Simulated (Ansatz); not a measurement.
## What a change does: single-point calculation on Si₂C

System: Si₂C (P-62m, 6 atoms in the cell).
Method of run A: DFT PBE, scalar-relativistic, plane waves, PAW, spin-polarised (Ansatz 0.2.0).

The structure was made by a generator, so it may or may not be a known phase. Text and figures count atoms from 1; the logs count them from 0 in places.

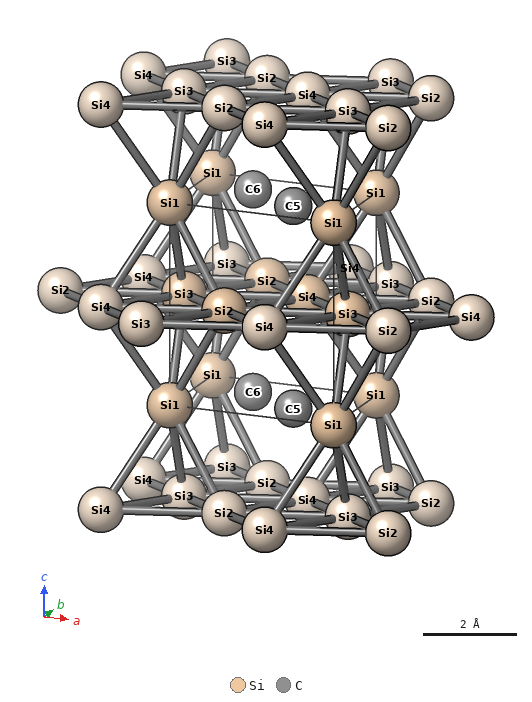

Fig. 1: The structure as given in the input (ball-and-stick view of the cell of the calculation, seen slightly off an axis; neighbours outside the cell are drawn fainter; atoms are numbered from 1 in the order of the input). An atom can appear more than once, as a periodic image.

### The input, run A
```yaml
crystal:
  lattice:
    - [4.73797089, 0.0, 0.0]
    - [-2.36898545, 4.10320316, 0.0]
    - [0.0, 0.0, 4.44488456]
  atoms:
    - { symbol: Si, position: [0.0, 0.0, 0.0] }
    - { symbol: Si, position: [0.33333333, 0.0, 0.5] }
    - { symbol: Si, position: [0.0, 0.33333333, 0.5] }
    - { symbol: Si, position: [0.66666667, 0.66666667, 0.5] }
    - { symbol: C, position: [0.66666667, 0.33333333, 0.0], spin: 1.0 }
    - { symbol: C, position: [0.33333333, 0.66666667, 0.0], spin: 1.0 }
basis:
  ecutwfc: 420
kpoints:
  mp_grid: { grid: [6, 6, 4] }
hamiltonian:
  xc: pbe
scf:
  occupations: { method: gaussian, width: 0.1 }
  lower_state_search: "off"
output:
  forces: true
  stress: true
  eigenvalues: true
  populations: true
magnetization:
  spin_polarized: true
```

Command:
```bash
ansatz run input.yaml --threads 1 --pin off --max-ram 2560MiB --backend cpu --events-out ev --progress --plain --runs-dir out
```

Hardware: 1 thread of Intel Xeon @ 2.50GHz (Skylake/Cascade Lake), 189 GiB of memory available, shared host.

### Output, shortened to warnings, some set-up lines, iterations and results (run A)
```
WARN: the starting moments were not kept: the SCF closed with an absolute magnetisation of 3.6e-6 μB, where they sum to 2 μB in size (2 sites). That is at most 0.1 of that sum. Measured as dr2_m measures the in/out step, that magnetisation stands 1.1e-12 eV from none, at or under the dr2_threshold of 1.0e-7 eV: it is no larger than a step whose dr2_m would equal this threshold. The system may …
Basis set: ecut = 420 eV, 1701 PW (Γ), exchange–correlation on 64×64×60 points (8 copies of the dense FFT grid, shifted against one another)
Symmetry: 12 space group operations
k-points: 21 of 144 (time reversal used)
Initial density: superposition of atomic densities (chi_scale 0.1, normalization cell, long waves kept (reshape's long-wave potential 0.03 eV rms))
[...]
SCF iter   1: F=—  HF=-3033.676277 eV  |F-HF|=—  |Δ(HF+E_count)|=         —  Δρ=1.84e-2 (↑1.84e-2 ↓1.59e-2)  dr2=4.60e-1  dr2_m=1.39e-1  M=0.858 μB ∫|m|=1.128 μB  β_m=0.30  …
SCF iter   2: F=—  HF=-3033.705114 eV  |F-HF|=—  |Δ(HF+E_count)|=   2.88e-2  Δρ=1.48e-2 (↑1.48e-2 ↓1.32e-2)  dr2=2.68e-1  dr2_m=9.92e-2  M=0.737 μB ∫|m|=1.006 μB  β_m=0.30  …
SCF iter   3: F=—  HF=-3033.688952 eV  |F-HF|=—  |Δ(HF+E_count)|=   1.62e-2  Δρ=9.81e-3 (↑8.76e-3 ↓9.81e-3)  dr2=5.07e-3  dr2_m=6.76e-2  M=0.636 μB ∫|m|=0.904 μB  β_m=0.30  …
SCF iter   4: F=—  HF=-3033.724076 eV  |F-HF|=—  |Δ(HF+E_count)|=   3.51e-2  Δρ=7.97e-3 (↑7.97e-3 ↓7.82e-3)  dr2=9.55e-4  dr2_m=4.92e-2  M=0.563 μB ∫|m|=0.809 μB  β_m=0.30  …
SCF iter   5: F=—  HF=-3033.748768 eV  |F-HF|=—  |Δ(HF+E_count)|=   2.47e-2  Δρ=6.74e-3 (↑6.74e-3 ↓6.51e-3)  dr2=5.54e-4  dr2_m=3.47e-2  M=0.517 μB ∫|m|=0.730 μB  β_m=0.30  …
[... 8 lines ...]
SCF iter  14: F=—  HF=-3033.816699 eV  |F-HF|=—  |Δ(HF+E_count)|=   2.16e-6  Δρ=1.66e-5 (↑1.66e-5 ↓1.58e-5)  dr2=2.39e-8  dr2_m=2.04e-7  M=0.002 μB ∫|m|=0.003 μB  β_m=0.93  …
SCF iter  15: F=-3033.816700 eV  HF=-3033.816700 eV  |F-HF|=2.91e-9  |Δ(HF+E_count)|=   6.09e-7  Δρ=2.44e-6 (↑2.44e-6 ↓1.99e-6)  dr2=8.87e-9  dr2_m=2.92e-9  M=-0.000 μB …
SCF iter  16: F=-3033.816700 eV  HF=-3033.816700 eV  |F-HF|=1.56e-10  |Δ(HF+E_count)|=   5.46e-9  Δρ=5.48e-7 (↑5.48e-7 ↓4.96e-7)  dr2=1.50e-10  dr2_m=1.94e-10  M=0.000 μB …
SCF iter  17: F=-3033.816700 eV  HF=-3033.816700 eV  |F-HF|=4.55e-12  |Δ(HF+E_count)|=  4.37e-10  Δρ=7.43e-8 (↑7.43e-8 ↓5.87e-8)  dr2=2.46e-12  dr2_m=3.23e-12  M=0.000 μB …
SCF 1 converged in 17 iterations: F = -3033.816700 eV  dr2 = 2.46e-12
SCF converged after 17 iterations
Magnetization: 0.0000 μB (12.0000 up, 12.0000 down)
Absolute magnetization: 0.0000 μB (∫|ρ↑−ρ↓|, with the PAW one-centre terms)
Spin contamination: 0.0000 ħ² per cell (⟨S²⟩ above its minimum at these occupations)
Per-site moments (μB) at R_I (Å): [(-4.4913779807735864e-7, 1.1246593516950263), (2.434416367740422e-8, 1.1246593516950263), (2.4344163698499667e-8, 1.1246593516950263), (2.4344163705398853e-8, 1.1246593516950263), (3.475893041400967e-7, 1.1246593573555994), (3.4758930413406125e-7, …
Free energy (F): -3033.816700 eV
Harris-Foulkes:  -3033.816700 eV  (|F-HF|=4.55e-12)
Internal energy: -3033.799899 eV  (E = F + TS)
E sigma→0 (E₀):  -3033.808299 eV
Entropy (-TS):   -0.016801 eV (-2.800 meV/atom)
Fermi energy:    8.010913 eV
--- Per-component energies (eV) ---
  E_band       = 64.266896
  E_kinetic    = 301.014557
  E_local      = -157.059908  (includes V_loc(G=0)·N_el)
  E_nonlocal   = 156.128731
  E_hartree    = 36.710814
  E_xc         = -308.186351
  E_vxc        = -294.379148  (∫ρ·V_xc dr)
  E_paw        = -2241.921312  (= ΣΔE_a)
  E_vpaw       = -14.858992  (= ΣTr[D̂ρ^β])
  E_aug_tail   = 0.000031  (compensation charges beyond the density's cutoff)
  E_ewald      = -820.486461
  E_smearing   = -0.016801  (= −TS)
  E_closure    = 0.000000  (closes the sum)
  Σ components = -3033.816700   (vs F -3033.816700, Δ=0.00e0)
--- Forces (eV/Å), atoms counted from 1 ---
  atom   1  Si     0.00000000    -0.00000000     0.00000000
  atom   2  Si     0.51098654     0.00000000     0.00000000
  atom   3  Si    -0.25549327     0.44252733     0.00000000
  atom   4  Si    -0.25549327    -0.44252733     0.00000000
  atom   5  C      0.00000000     0.00000000     0.00000000
  atom   6  C     -0.00000000     0.00000000     0.00000000
  max |Σ_I F_I| component: 1.85e-16 eV/Å
--- Stress (GPa, compression-positive) ---
      -15.445465       0.000000       0.000000
        0.000000     -15.445465       0.000000
        0.000000       0.000000     -18.547043
  P = ⅓ Tr σ = -16.4793 GPa (-164.793 kbar)
--- Löwdin populations: 6 sites ---
  site symbol       q [e]    m [muB]
     0     Si      3.6970    -0.0000
     1     Si      3.6877     0.0000
     2     Si      3.6877     0.0000
     3     Si      3.6877     0.0000
     4      C      4.4346     0.0000
     5      C      4.4346     0.0000
  spilling = 0.015443 (of n_electrons = 24.000000)
```

The input of run B differs as follows (lines with − go, lines with + come):
```diff
-    - [4.73797089, 0.0, 0.0]
-    - [-2.36898545, 4.10320316, 0.0]
-    - [0.0, 0.0, 4.44488456]
+    - [4.4705161191, 0.0, 0.0]
+    - [-2.2352580595, 3.8715805271, 0.0]
+    - [0.0, 0.0, 3.9510994696]
-    - { symbol: Si, position: [0.33333333, 0.0, 0.5] }
-    - { symbol: Si, position: [0.0, 0.33333333, 0.5] }
-    - { symbol: Si, position: [0.66666667, 0.66666667, 0.5] }
-    - { symbol: C, position: [0.66666667, 0.33333333, 0.0], spin: 1.0 }
-    - { symbol: C, position: [0.33333333, 0.66666667, 0.0], spin: 1.0 }
+    - { symbol: Si, position: [0.3567325477, 0.0, 0.5] }
+    - { symbol: Si, position: [0.0, 0.3567325477, 0.5] }
+    - { symbol: Si, position: [0.6432674523, 0.6432674523, 0.5] }
+    - { symbol: C, position: [0.6666666667, 0.3333333333, 0.0], spin: 1.0 }
+    - { symbol: C, position: [0.3333333333, 0.6666666667, 0.0], spin: 1.0 }
```

What does this change do to the results?

With the same functional and potentials, run B lies 224.0 meV per atom lower. The pressure goes from −16.48 to −0.13 GPa. The largest force goes from 0.511 to 0.001 eV/Å. The volume per atom goes from 14.40 to 11.40 Å³. The SCF takes 16 iterations against 17. The plane waves at Γ go from 1701 to 1339.

### Output, shortened to warnings, some set-up lines, iterations and results (run B)
```
WARN: the starting moments were not kept: the SCF closed with an absolute magnetisation of 6.6e-6 μB, where they sum to 2 μB in size (2 sites). That is at most 0.1 of that sum. Measured as dr2_m measures the in/out step, that magnetisation stands 8.0e-12 eV from none, at or under the dr2_threshold of 1.0e-7 eV: it is no larger than a step whose dr2_m would equal this threshold. The system may …
Basis set: ecut = 420 eV, 1339 PW (Γ), exchange–correlation on 60×60×54 points (8 copies of the dense FFT grid, shifted against one another)
Symmetry: 12 space group operations
k-points: 21 of 144 (time reversal used)
Initial density: superposition of atomic densities (chi_scale 0.1, normalization cell, long waves kept (reshape's long-wave potential 0.02 eV rms))
[...]
SCF iter   1: F=—  HF=-3034.985137 eV  |F-HF|=—  |Δ(HF+E_count)|=         —  Δρ=2.41e-2 (↑2.02e-2 ↓2.41e-2)  dr2=5.86e-1  dr2_m=1.72e-1  M=0.816 μB ∫|m|=0.928 μB  β_m=0.30  …
SCF iter   2: F=—  HF=-3035.017088 eV  |F-HF|=—  |Δ(HF+E_count)|=   3.20e-2  Δρ=1.92e-2 (↑1.76e-2 ↓1.92e-2)  dr2=3.26e-1  dr2_m=1.34e-1  M=0.635 μB ∫|m|=0.771 μB  β_m=0.30  …
SCF iter   3: F=—  HF=-3035.000532 eV  |F-HF|=—  |Δ(HF+E_count)|=   1.66e-2  Δρ=1.44e-2 (↑1.44e-2 ↓1.18e-2)  dr2=2.01e-2  dr2_m=1.05e-1  M=0.488 μB ∫|m|=0.627 μB  β_m=0.30  …
SCF iter   4: F=—  HF=-3035.046187 eV  |F-HF|=—  |Δ(HF+E_count)|=   4.57e-2  Δρ=1.08e-2 (↑1.08e-2 ↓1.04e-2)  dr2=6.04e-4  dr2_m=7.05e-2  M=0.419 μB ∫|m|=0.539 μB  β_m=0.30  …
SCF iter   5: F=—  HF=-3035.079523 eV  |F-HF|=—  |Δ(HF+E_count)|=   3.33e-2  Δρ=8.94e-3 (↑8.94e-3 ↓8.81e-3)  dr2=1.92e-4  dr2_m=4.94e-2  M=0.355 μB ∫|m|=0.461 μB  β_m=0.30  …
[... 7 lines ...]
SCF iter  13: F=—  HF=-3035.160447 eV  |F-HF|=—  |Δ(HF+E_count)|=   1.11e-5  Δρ=3.66e-5 (↑2.52e-5 ↓3.66e-5)  dr2=2.69e-7  dr2_m=5.55e-7  M=0.001 μB ∫|m|=0.002 μB  β_m=0.92  …
SCF iter  14: F=-3035.160448 eV  HF=-3035.160448 eV  |F-HF|=1.37e-8  |Δ(HF+E_count)|=   9.84e-7  Δρ=1.08e-5 (↑1.08e-5 ↓7.74e-6)  dr2=7.32e-8  dr2_m=4.12e-8  M=0.000 μB …
SCF iter  15: F=-3035.160448 eV  HF=-3035.160448 eV  |F-HF|=9.57e-10  |Δ(HF+E_count)|=   4.79e-8  Δρ=9.27e-7 (↑9.27e-7 ↓5.82e-7)  dr2=1.48e-9  dr2_m=1.62e-10  M=0.000 μB …
SCF iter  16: F=-3035.160448 eV  HF=-3035.160448 eV  |F-HF|=5.78e-11  |Δ(HF+E_count)|=  1.16e-10  Δρ=3.10e-7 (↑3.10e-7 ↓1.67e-7)  dr2=1.05e-10  dr2_m=2.35e-11  M=0.000 μB …
SCF 1 converged in 16 iterations: F = -3035.160448 eV  dr2 = 1.05e-10
SCF converged after 16 iterations
Magnetization: 0.0000 μB (12.0000 up, 12.0000 down)
Absolute magnetization: 0.0000 μB (∫|ρ↑−ρ↓|, with the PAW one-centre terms)
Spin contamination: 0.0000 ħ² per cell (⟨S²⟩ above its minimum at these occupations)
Per-site moments (μB) at R_I (Å): [(2.6947907542538194e-7, 1.047304563869955), (-8.832178538844988e-8, 1.0086000560038397), (-8.832178537527206e-8, 1.0086000560038397), (-8.832178539919874e-8, 1.0086000560038397), (2.2490645408614324e-6, 1.0086000560038397), (2.2490645408442355e-6, …
Free energy (F): -3035.160448 eV
Harris-Foulkes:  -3035.160448 eV  (|F-HF|=5.78e-11)
Internal energy: -3035.152576 eV  (E = F + TS)
E sigma→0 (E₀):  -3035.156512 eV
Entropy (-TS):   -0.007872 eV (-1.312 meV/atom)
Fermi energy:    11.157208 eV
--- Per-component energies (eV) ---
  E_band       = 120.890211
  E_kinetic    = 328.790680
  E_local      = -106.619460  (includes V_loc(G=0)·N_el)
  E_nonlocal   = 156.530964
  E_hartree    = 33.799085
  E_xc         = -318.618700
  E_vxc        = -308.471154  (∫ρ·V_xc dr)
  E_paw        = -2243.950227  (= ΣΔE_a)
  E_vpaw       = -16.939081  (= ΣTr[D̂ρ^β])
  E_aug_tail   = 0.000032  (compensation charges beyond the density's cutoff)
  E_ewald      = -885.084950
  E_smearing   = -0.007872  (= −TS)
  E_closure    = -0.000000  (closes the sum)
  Σ components = -3035.160448   (vs F -3035.160448, Δ=0.00e0)
--- Forces (eV/Å), atoms counted from 1 ---
  atom   1  Si     0.00000000    -0.00000000     0.00000000
  atom   2  Si     0.00145176    -0.00000000     0.00000000
  atom   3  Si    -0.00072588     0.00125726     0.00000000
  atom   4  Si    -0.00072588    -0.00125726     0.00000000
  atom   5  C     -0.00000000     0.00000000     0.00000000
  atom   6  C     -0.00000000    -0.00000000     0.00000000
  max |Σ_I F_I| component: 3.05e-16 eV/Å
--- Stress (GPa, compression-positive) ---
       -0.156630      -0.000000       0.000000
        0.000000      -0.156630       0.000000
        0.000000       0.000000      -0.089244
  P = ⅓ Tr σ = -0.1342 GPa (-1.342 kbar)
--- Löwdin populations: 6 sites ---
  site symbol       q [e]    m [muB]
     0     Si      3.6738     0.0000
     1     Si      3.5795    -0.0000
     2     Si      3.5795    -0.0000
     3     Si      3.5795    -0.0000
     4      C      4.5432     0.0000
     5      C      4.5432     0.0000
  spilling = 0.020884 (of n_electrons = 24.000000)
```

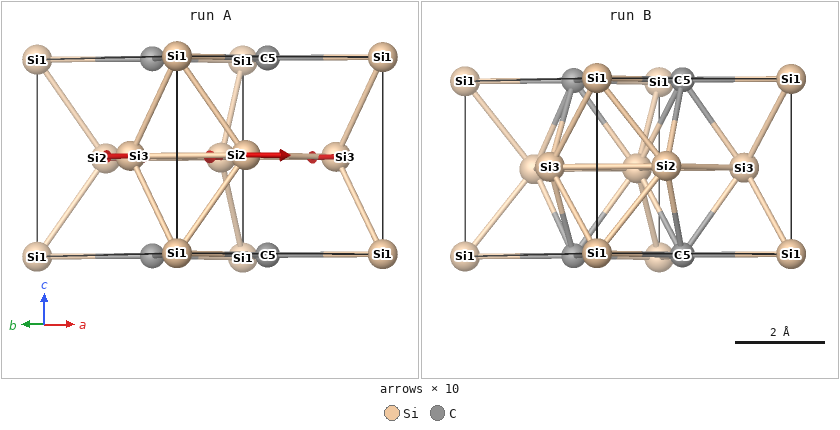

Fig. 2: The two input geometries at one scale (ball-and-stick view of the cell of the calculation, seen at an oblique angle). The red arrows on the first give the shifts of the atoms relative to the cell, magnified 10 times. The largest moves relative to the cell, 0.10 Å, are those of Si atoms. C stays in place. The drawn cell changes as follows: a = b 4.738 → 4.471 Å (−5.6 %), c 4.445 → 3.951 Å (−11.1 %); the volume changes by −20.9 %. Among the contacts that change: C–Si 2.726 → 2.445 Å, Si–Si 2.735 → 2.495 Å, Si–Si 2.726 → 2.539 Å, C–Si 2.735 → 2.581 Å.

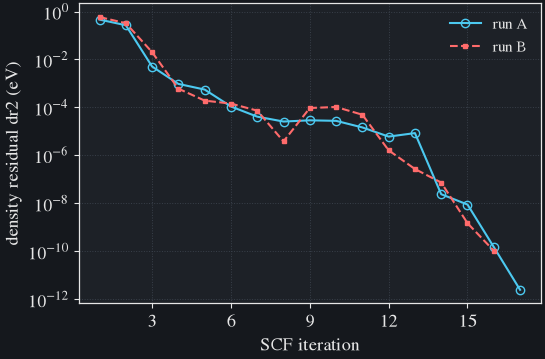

Fig. 3: Convergence of the two runs: density residual dr2 against the SCF iteration. Run A takes 17 iterations in all, and run B takes 16.

### The two runs side by side

| quantity | run A | run B |
| --- | --- | --- |
| outcome | converged | converged |
| free energy per atom (eV) | −505.6361 | −505.8601 |
| energy per atom, smearing taken to zero (eV) | −505.6347 | −505.8594 |
| gap on the mesh (eV) | 0.00 | 0.00 |
| net moment of the cell (μB) | 0.00 | 0.00 |
| absolute moment of the cell (μB) | 0.00 | 0.00 |
| pressure (GPa) | −16.48 | −0.13 |
| volume per atom (Å³) | 14.40 | 11.40 |
| largest force (eV/Å) | 0.511 | 0.001 |
| SCF iterations | 17 | 16 |
| irreducible k-points | 21 | 21 |
| plane waves at Γ | 1701 | 1339 |
| wall time (shared host) | 27 s | 22 s |

For both runs: Warnings: some starting moments were not kept. For run A: The cell is under a tension of 16.5 GPa at this level, so it is not at its equilibrium volume.
